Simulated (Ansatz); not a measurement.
## MoS2, the end x = 0 of the monolayer 2H MoS2-MoSe2 line (75 atoms): geometry optimisation

Aim: bring MoS2, the end x = 0 of the monolayer 2H MoS2-MoSe2 line (75 atoms) to a nearby minimum of the energy and see what moves.

Program: Ansatz 0.2.0. Level of theory: Kohn-Sham DFT, PBE, PAW (set soft_2), plane waves. Results are calculated unless marked as measured.

**1. Starting point**

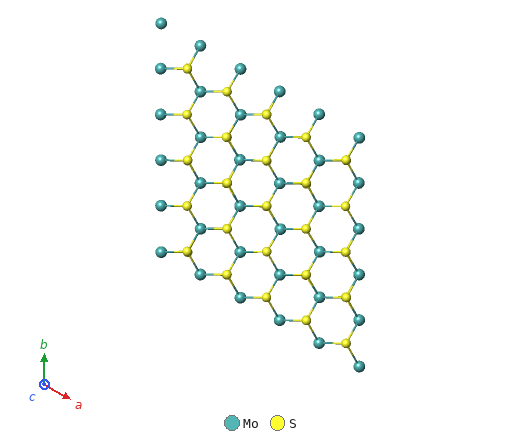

The cell as given, from above (molybdenum teal, sulfur yellow). Bonds to atoms that aren't drawn are left out. Some periodic images of atoms are drawn too.

The cell holds 75 atoms: 25 Mo and 50 S. Its edges and angles: a = 15.900 Å, b = 15.900 Å, c = 18.500 Å, α = 90.0°, β = 90.0°, γ = 120.0°. It derives from MoS2 (monolayer 2H MoS2-MoSe2), repeated 5×5×1. Monolayer 2H MoS2-MoSe2: 75 atoms, 0 of 50 S sites given to Se at random, cell and internal coordinates interpolated linearly between the end members (Vegard's rule); not relaxed, displaced by a Gaussian of 0.02 Å. Lattice constants are starting values near those of PBE. Vacuum lies along c.

What the set-up can't give: The host structure and its lattice constant were typed by rule, without a check against the phase diagram. Only the Γ point is sampled in the main run, in a cell whose shortest periodic width is 14 Å.

**2. Single point at the start**

The forces at the start show how far the geometry lies from a minimum of this functional.

The input, input.yaml:

```yaml
crystal:
  lattice:
    - [15.9, 0.0, 0.0]
    - [-7.95, 13.7698, 0.0]
    - [0.0, 0.0, 18.5]
  atoms:
    - { symbol: Mo, position: [0.0016, 0.99911, 0.49943] }
    - { symbol: S, position: [0.13261, 0.06792, 0.58211] }
    - { symbol: S, position: [0.13498, 0.06556, 0.41575] }
    - { symbol: Mo, position: [0.00075, 0.20212, 0.49777] }
    - { symbol: S, position: [0.13265, 0.26611, 0.58582] }
    - { symbol: S, position: [0.13182, 0.26642, 0.41446] }
    - { symbol: Mo, position: [0.00048, 0.40085, 0.49881] }
    - { symbol: S, position: [0.13543, 0.46798, 0.58514] }
    - { symbol: S, position: [0.13397, 0.46567, 0.41527] }
    - { symbol: Mo, position: [0.99863, 0.59961, 0.50057] }
    - { symbol: S, position: [0.13218, 0.66609, 0.58385] }
    - { symbol: S, position: [0.13178, 0.66569, 0.41539] }
    - { symbol: Mo, position: [0.99876, 0.80034, 0.50179] }
    - { symbol: S, position: [0.13413, 0.86639, 0.58363] }
    - { symbol: S, position: [0.13362, 0.86912, 0.41546] }
    - { symbol: Mo, position: [0.19934, 0.00028, 0.50227] }
    - { symbol: S, position: [0.33393, 0.06756, 0.58492] }
    - { symbol: S, position: [0.33206, 0.06501, 0.41503] }
    - { symbol: Mo, position: [0.20016, 0.20085, 0.50091] }
    - { symbol: S, position: [0.33471, 0.26708, 0.58555] }
    - { symbol: S, position: [0.33329, 0.26849, 0.41596] }
    - { symbol: Mo, position: [0.19998, 0.40071, 0.49992] }
    - { symbol: S, position: [0.33586, 0.46887, 0.58696] }
    - { symbol: S, position: [0.33053, 0.46457, 0.41486] }
    - { symbol: Mo, position: [0.20084, 0.60127, 0.50034] }
    - { symbol: S, position: [0.33057, 0.66622, 0.58549] }
    - { symbol: S, position: [0.33418, 0.66777, 0.41517] }
    - { symbol: Mo, position: [0.19988, 0.80027, 0.50044] }
    - { symbol: S, position: [0.33367, 0.86684, 0.58387] }
    - { symbol: S, position: [0.3339, 0.86684, 0.41663] }
    - { symbol: Mo, position: [0.40164, 0.00027, 0.49959] }
    - { symbol: S, position: [0.53284, 0.06728, 0.58468] }
    - { symbol: S, position: [0.53293, 0.06673, 0.41474] }
    - { symbol: Mo, position: [0.40055, 0.19935, 0.50132] }
    - { symbol: S, position: [0.53427, 0.26753, 0.58341] }
    - { symbol: S, position: [0.53408, 0.26774, 0.41437] }
    - { symbol: Mo, position: [0.39969, 0.40005, 0.49852] }
    - { symbol: S, position: [0.53434, 0.4679, 0.58367] }
    - { symbol: S, position: [0.53282, 0.46476, 0.41536] }
    - { symbol: Mo, position: [0.39878, 0.60163, 0.50044] }
    - { symbol: S, position: [0.53274, 0.66554, 0.58597] }
    - { symbol: S, position: [0.53446, 0.66397, 0.41674] }
    - { symbol: Mo, position: [0.40229, 0.80049, 0.4987] }
    - { symbol: S, position: [0.53429, 0.8664, 0.58394] }
    - { symbol: S, position: [0.53219, 0.86747, 0.41626] }
    - { symbol: Mo, position: [0.59959, 0.00076, 0.49876] }
    - { symbol: S, position: [0.73438, 0.06673, 0.58439] }
    - { symbol: S, position: [0.73384, 0.06793, 0.41622] }
    - { symbol: Mo, position: [0.60077, 0.2002, 0.50008] }
    - { symbol: S, position: [0.73428, 0.267, 0.58533] }
    - { symbol: S, position: [0.73118, 0.26313, 0.41653] }
    - { symbol: Mo, position: [0.60307, 0.40064, 0.49989] }
    - { symbol: S, position: [0.73308, 0.46649, 0.58461] }
    - { symbol: S, position: [0.73155, 0.46592, 0.41433] }
    - { symbol: Mo, position: [0.6001, 0.59957, 0.50054] }
    - { symbol: S, position: [0.73383, 0.6681, 0.58483] }
    - { symbol: S, position: [0.73471, 0.66391, 0.41471] }
    - { symbol: Mo, position: [0.60297, 0.80367, 0.49973] }
    - { symbol: S, position: [0.73322, 0.86634, 0.58603] }
    - { symbol: S, position: [0.73347, 0.86765, 0.41506] }
    - { symbol: Mo, position: [0.79863, 0.00046, 0.50054] }
    - { symbol: S, position: [0.93488, 0.06651, 0.58393] }
    - { symbol: S, position: [0.93422, 0.06702, 0.41571] }
    - { symbol: Mo, position: [0.80075, 0.20169, 0.5004] }
    - { symbol: S, position: [0.93654, 0.26828, 0.58531] }
    - { symbol: S, position: [0.93172, 0.26754, 0.41586] }
    - { symbol: Mo, position: [0.80178, 0.40152, 0.49957] }
    - { symbol: S, position: [0.93396, 0.46585, 0.58671] }
    - { symbol: S, position: [0.93038, 0.46411, 0.41362] }
    - { symbol: Mo, position: [0.79807, 0.59837, 0.50211] }
    - { symbol: S, position: [0.93195, 0.66472, 0.5858] }
    - { symbol: S, position: [0.9317, 0.66487, 0.41635] }
    - { symbol: Mo, position: [0.80047, 0.79937, 0.50152] }
    - { symbol: S, position: [0.93467, 0.86902, 0.58514] }
    - { symbol: S, position: [0.93537, 0.86683, 0.41409] }
kpoints:
  mp_grid: { grid: [1, 1, 1] }
hamiltonian:
  xc: pbe
scf:
  occupations: { method: fermi_dirac, width: 0.025 }
output:
  forces: true
```

Started as:

```sh
$ ansatz run input.yaml --threads 6 --pin off --max-ram 102400MiB --backend cuda --events-out ev --progress --plain --runs-dir out
```

Numbers of over 12 decimals in the logs are rounded to 6 here.

Output:

```text
Engine: ansatz 0.2.0, x86_64-unknown-linux-gnu
Pseudopotentials: kind: paw
Pseudopotential: Mo, paw, valence charge 14, recommended cutoff 420 eV (normal), Mo.paw.azcp
Pseudopotential: S, paw, valence charge 6, recommended cutoff 420 eV (normal), S.paw.azcp
[... 5 lines on functional and potentials left out ...]
device memory: the entry about to start is reckoned to put 6.8 GiB on a device that reports 57.5 GiB free
GPU FFT provider: cuFFT
GPU libraries: cuBLAS 13.8.2, cuFFT 12.4.0, cuSOLVER 12.3.4
Crystal: 75 atoms, lattice volume = 4050.387 Å³
Basis set: ecut = 420 eV, 79165 PW (Γ), exchange–correlation on 216×216×250 points (8 copies of the dense FFT grid, shifted against one another)
Bands: 400, of which v1, the nominal top of the filled ones, is band 325 counted from 1 (324 counted from 0)
Symmetry: 1 space group operations
Space group: P1 (ITA 1), of the structure as read, at distance tolerance 1.6e-4 Å
k-points: 1
[... 5 lines on functional and potentials left out ...]
Initial density: superposition of atomic densities (neutral atoms: chi_scale 0, normalization atom), corrected by the library's trained network
Initial wavefunctions: pseudopotential atomic-orbital guess
GPU buffer pool allocated for 1458000 grid points (all kernels)
GPU transforms: local potential and band sums: pruned to the plane-wave sphere, on 108×108×125
Functional: x = pbe(κ = 0.804, μ = 0.219515), c = pbe(β = 0.066725)
SCF iter   1: F=—  HF=-169069.514732 eV  |F-HF|=—  |Δ(HF+E_count)|=         —  Δρ=3.12e-3  dr2=1.25e-1  ethr=1.77e-3  ⟨swp⟩=8.0  Hψ=1744  notcnv=0  defer=5
preconditioner: auto → Resta (q_TF=auto, 2.011 Å⁻¹)  ε∞=3.6  [insulator: Δε(μ)=1.949 eV  Ē_g=7.622 eV  σ=0.025 eV  W_gap=1.00  n_scr=538 (ndim 8)  ℏωp=12.4 eV  f_vac=0.638  D(μ)=0.00/eV (n_scr^D=0)  ε∞_Penn≈3.6  vacuum switching on, ρ_ref=4.2e-3 e/Å³]
SCF iter   2: F=—  HF=-169069.646031 eV  |F-HF|=—  |Δ(HF+E_count)|=   1.31e-1  Δρ=1.75e-3  dr2=5.30e-2  ethr=1.92e-5  ⟨swp⟩=2.0  Hψ=784  notcnv=0  defer=51
SCF iter   3: F=—  HF=-169069.713283 eV  |F-HF|=—  |Δ(HF+E_count)|=   6.73e-2  Δρ=9.96e-4  dr2=7.72e-2  ethr=8.15e-6  ⟨swp⟩=2.0  Hψ=548  notcnv=0  defer=35
automatic band count: iteration 3 solves 384 bands in place of 400: the levels show a gap, and the empty bands left out lie too high to hold charge; the band table lists the bands solved (type scf.n_extra_bands for more)
SCF iter   4: F=—  HF=-169069.721506 eV  |F-HF|=—  |Δ(HF+E_count)|=   8.22e-3  Δρ=3.73e-4  dr2=1.78e-2  ethr=8.15e-6  ⟨swp⟩=2.0  Hψ=538  notcnv=0  defer=35
SCF iter   5: F=—  HF=-169069.718410 eV  |F-HF|=—  |Δ(HF+E_count)|=   3.10e-3  Δρ=7.51e-5  dr2=3.49e-4  ethr=2.74e-6  ⟨swp⟩=2.0  Hψ=508  notcnv=0  defer=35
SCF iter   6: F=—  HF=-169069.718443 eV  |F-HF|=—  |Δ(HF+E_count)|=   3.30e-5  Δρ=5.02e-5  dr2=2.93e-4  ethr=5.37e-8  ⟨swp⟩=3.0  Hψ=699  notcnv=0  defer=35
SCF iter   7: F=—  HF=-169069.718444 eV  |F-HF|=—  |Δ(HF+E_count)|=   1.78e-6  Δρ=4.60e-5  dr2=2.55e-4  ethr=4.50e-8  ⟨swp⟩=2.0  Hψ=524  notcnv=0  defer=35
SCF iter   8: F=—  HF=-169069.718384 eV  |F-HF|=—  |Δ(HF+E_count)|=   6.00e-5  Δρ=1.46e-5  dr2=1.13e-5  ethr=3.92e-8  ⟨swp⟩=2.0  Hψ=486  notcnv=0  defer=35
SCF iter   9: F=—  HF=-169069.719855 eV  |F-HF|=—  |Δ(HF+E_count)|=   1.47e-3  Δρ=6.11e-6  dr2=1.91e-6  ethr=1.74e-9  ⟨swp⟩=2.0  Hψ=565  notcnv=0  defer=35
SCF iter  10: F=—  HF=-169069.719857 eV  |F-HF|=—  |Δ(HF+E_count)|=   1.54e-6  Δρ=5.27e-6  dr2=3.59e-6  ethr=2.93e-10  ⟨swp⟩=2.0  Hψ=574  notcnv=0  defer=35
SCF iter  11: F=—  HF=-169069.719856 eV  |F-HF|=—  |Δ(HF+E_count)|=   5.49e-7  Δρ=1.73e-6  dr2=1.04e-7  ethr=2.93e-10  ⟨swp⟩=2.0  Hψ=511  notcnv=0  defer=35
SCF iter  12: F=-169069.719857 eV  HF=-169069.719857 eV  |F-HF|=2.90e-7  |Δ(HF+E_count)|=   6.39e-7  Δρ=9.06e-7  dr2=2.25e-8  ethr=1.54e-11  ⟨swp⟩=4.0  Hψ=1113  notcnv=0
SCF 1 converged in 12 iterations: F = -169069.719857 eV  dr2 = 2.25e-8
  greatest PAW one-centre occupation: 0.998 electrons in one spin orbital (limit 2), on the Mo atom at site 15 (counted from 0), in its partial waves of l = 0
SCF converged after 12 iterations
Free energy (F): -169069.719857 eV
Harris-Foulkes:  -169069.719857 eV  (|F-HF|=2.90e-7)
Internal energy: -169069.719857 eV  (E = F + TS)
E sigma→0 (E₀):  -169069.719857 eV
Fermi energy:    0.362553 eV
--- Per-component energies (eV) ---
  E_band       = -10918.030988
  E_kinetic    = 16373.174351
  E_local      = -358164.841655  (includes V_loc(G=0)·N_el)
  E_nonlocal   = 4976.752880
  E_hartree    = 169918.761337
  E_xc         = -9451.125417
  E_vxc        = -10108.936212  (∫ρ·V_xc dr)
  E_paw        = -110036.773321  (= ΣΔE_a)
  E_vpaw       = -3831.703137  (= ΣTr[D̂ρ^β])
  E_aug_tail   = 0.001084  (compensation charges beyond the density's cutoff)
  E_ewald      = 117314.330884
  E_smearing   = -0.000000  (= −TS)
  E_closure    = 0.000000  (closes the sum)
  Σ components = -169069.719857   (vs F -169069.719857, Δ=0.00e0)
--- Forces (eV/Å), atoms counted from 1 ---
  atom   1  Mo    -0.70262004     0.20268157    -0.34446143
  atom   2  S      0.12740981    -0.04233601     1.00986816
  atom   3  S     -0.14782751     0.32724525    -0.01615524
  atom   4  Mo     0.09891861    -0.48572922     1.04213656
  atom   5  S     -0.08660138     0.20661277    -0.43641760
  atom   6  S      0.35204119     0.18452815     0.09701328
  atom   7  Mo    -0.02544617     0.10555435     0.69430042
  atom   8  S     -0.26607923    -0.08670879    -0.27505993
  atom   9  S     -0.16171782     0.34857953    -0.02255498
  atom  10  Mo     0.26400518    -0.49477886    -0.24327188
  atom  11  S      0.03473957     0.12051419     0.20667578
  atom  12  S      0.00210037     0.17213267     0.13358338
  atom  13  Mo     0.46561362    -0.28822371    -0.72933034
  atom  14  S     -0.21294445    -0.04171457     0.62914040
[...]
atom  74  S     -0.04843716    -0.24588997     0.18646916
  atom  75  S     -0.29297269    -0.22773333     0.45634391
  max |Σ_I F_I| component: 4.32e-6 eV/Å
```

The job ended after 4.5 s (1 × NVIDIA H100 80GB HBM3 with 6 threads of AMD EPYC 7R13 (Zen 3), shared host; peak memory 1.6 GiB).

That memory is the host's; the program planned up to 6.8 GiB on the GPU.

The run gave:

* free energy: -169069.7199 eV
* free energy per atom: -2254.2629 eV/atom
* SCF cycles: 12
* r.m.s. force component: 0.3725 eV/Å
* longest force: 1.38 eV/Å
* Fermi energy: 0.3626 eV

The r.m.s. force component of 0.37 eV/Å sets the starting point.

Length of the force by element:

```csv
element,coordination,atoms,mean length of the force (eV/Å),spread,least,most
Mo,all,25,0.846,0.262,0.347,1.38
S,all,50,0.443,0.189,0.170,1.02
```

**3. Relaxation**

The atoms are relaxed in the fixed cell, aiming at the force tolerance of the input.

input.yaml, as its differences from that of step 2:

```diff
@@ -15 +15,4 @@
   forces: true
+relax:
+  f_tol: 0.04
+  max_steps: 150
```

Output:

```text
[...]
GPU FFT provider: cuFFT
GPU libraries: cuBLAS 13.8.2, cuFFT 12.4.0, cuSOLVER 12.3.4
Crystal: 75 atoms, lattice volume = 4050.387 Å³
Basis set: ecut = 420 eV, 79165 PW (Γ), exchange–correlation on 216×216×250 points (8 copies of the dense FFT grid, shifted against one another)
Bands: 400, of which v1, the nominal top of the filled ones, is band 325 counted from 1 (324 counted from 0)
Symmetry: 1 space group operations
[...]
k-points: 1
[...]
GPU buffer pool allocated for 1458000 grid points (all kernels)
[...]
SCF iter   1: F=—  HF=-169069.514723 eV  |F-HF|=—  |Δ(HF+E_count)|=         —  Δρ=3.12e-3  dr2=1.25e-1  ethr=1.77e-3  ⟨swp⟩=8.0  Hψ=1744  notcnv=0  defer=5
[...]
SCF iter   8: F=-169069.719853 eV  HF=-169069.719856 eV  |F-HF|=2.71e-6  |Δ(HF+E_count)|=   2.92e-5  Δρ=1.39e-5  dr2=9.70e-6  ethr=6.15e-9  ⟨swp⟩=3.0  Hψ=1257  notcnv=0
SCF 1 converged in 8 iterations: F = -169069.719853 eV  dr2 = 9.70e-6
[...]
relax step   1: F+E_penalty+E_count = -169069.71985313 eV  Δ(F+E_penalty+E_count) = +0.000e0 eV  max|allowed force component| = 1.348e0 eV/Å  Δτ_max = 0.0000 Å  (8 SCF iters, dr2 threshold 4.00e-5 eV, accepted)
[...]
relax step   2: F+E_penalty+E_count = -169070.07987714 eV  Δ(F+E_penalty+E_count) = -3.600e-1 eV  max|allowed force component| = 6.311e-1 eV/Å  Δτ_max = 0.1067 Å  (7 SCF iters, dr2 threshold 1.00e-4 eV, accepted)
[...]
relax step   3: F+E_penalty+E_count = -169070.35360587 eV  Δ(F+E_penalty+E_count) = -2.737e-1 eV  max|allowed force component| = 1.266e-2 eV/Å  Δτ_max = 0.0530 Å  (7 SCF iters, dr2 threshold 2.49e-5 eV, accepted)
[...]
relax step   4: F+E_penalty+E_count = -169070.35361815 eV  Δ(F+E_penalty+E_count) = -1.229e-5 eV  max|allowed force component| = 1.268e-2 eV/Å  Δτ_max = 0.0000 Å  (6 SCF iters, accepted)
SCF converged after 6 iterations
Free energy (F): -169070.353618 eV
[...]
Internal energy: -169070.353618 eV  (E = F + TS)
E sigma→0 (E₀):  -169070.353618 eV
Fermi energy:    0.384547 eV
[...]
--- Forces (eV/Å), atoms counted from 1 ---
  atom   1  Mo     0.01097316    -0.00021037     0.00402056
  atom   2  S     -0.00107922     0.00383278     0.00049150
  atom   3  S      0.00023808    -0.00211399     0.00335241
  atom   4  Mo     0.00395213     0.00284369    -0.00458214
  atom   5  S     -0.00091769    -0.00016663     0.00311914
  atom   6  S      0.00424769     0.00321575    -0.00222205
  atom   7  Mo     0.00392719    -0.00214846    -0.00179109
  atom   8  S      0.00133977    -0.00323641     0.00415273
  atom   9  S      0.00621347     0.00020913    -0.00042560
  atom  10  Mo    -0.00274513    -0.00019377     0.00138232
  atom  11  S     -0.00016073    -0.00249308    -0.00001339
  atom  12  S      0.00042109    -0.00214036     0.00215879
  atom  13  Mo    -0.00667679     0.00896251     0.00421143
  atom  14  S     -0.00019212    -0.00102376    -0.00281053
[...]
atom  74  S     -0.00422646     0.00257260     0.00371956
  atom  75  S     -0.00047749     0.00346070    -0.00498914
  max |Σ_I F_I| component: 9.13e-6 eV/Å
--- Relaxed structure (4 steps of the walk, 4 accepted, 0 SCFs on fresh bases) ---
  F+E_penalty+E_count = -169070.35361815 eV   max|allowed force component| = 1.268e-2 eV/Å
  atoms:
    - { symbol: Mo, position: [0.000136983, 1.000129, 0.499942] }
    - { symbol: S, position: [0.133452, 0.066702, 0.584517] }
    - { symbol: S, position: [0.133546, 0.066853, 0.415401] }
    - { symbol: Mo, position: [8.422961018157704e-5, 0.200086, 0.500183] }
[...]
- { symbol: S, position: [0.933520, 0.866783, 0.415378] }
```

It took 9.7 s on 1 × NVIDIA H100 80GB HBM3 with 6 threads; peak memory 1.6 GiB.

That memory is the host's; the program planned up to 6.8 GiB on the GPU.

Relaxation path:

```
step  energy less that of the first step (eV)  largest force component (eV/Å)
   1                                   0.0000                          1.3485
   2                                  -0.3600                          0.6311
   3                                  -0.6338                          0.0127
   4                                  -0.6338                          0.0127
```

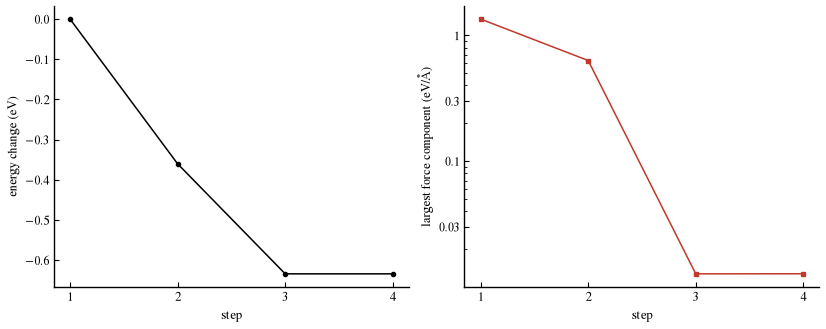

Energy and largest force along the relaxation.

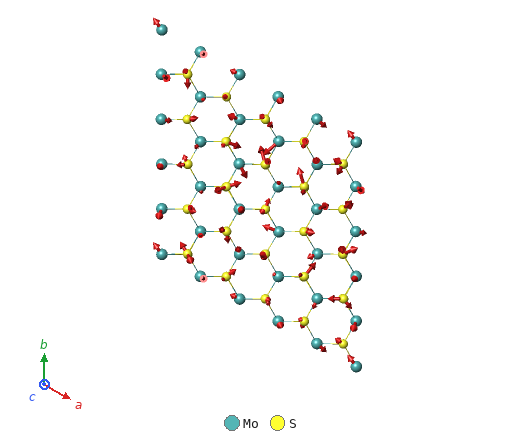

Displacements in the relaxation, exaggerated; the longest in the cell stands for 0.06 Å. Bonds to atoms that aren't drawn are left out. Some periodic images of atoms are drawn too.

The atoms that moved most (Å):

```csv
atom,dx,dy,dz,length
S42,-0.039,0.038,-0.023,0.059
S69,0.027,0.036,0.038,0.059
S57,-0.041,0.039,0.013,0.059
S23,-0.022,-0.030,-0.043,0.057
Mo58,-0.017,-0.051,0.008,0.054
S2,0.023,-0.017,0.045,0.053
Mo4,0.005,-0.028,0.045,0.053
S51,0.008,0.050,-0.014,0.052
```

The relaxation changed the energy by -8.45 meV/atom, and atoms moved by 0.033 Å r.m.s., 0.059 Å at most.

(Part 1 of 3 ends here.)

[Logs are printed without paths, hosts, clocks, repeated set-up lines and the standing remarks that a program may print on its own settings, such as how far it seeks lower states.]

[Hosts, paths, dates, database ids (printed as entryN), source tags and the programs' standing remarks are cut or masked in the printed files.]
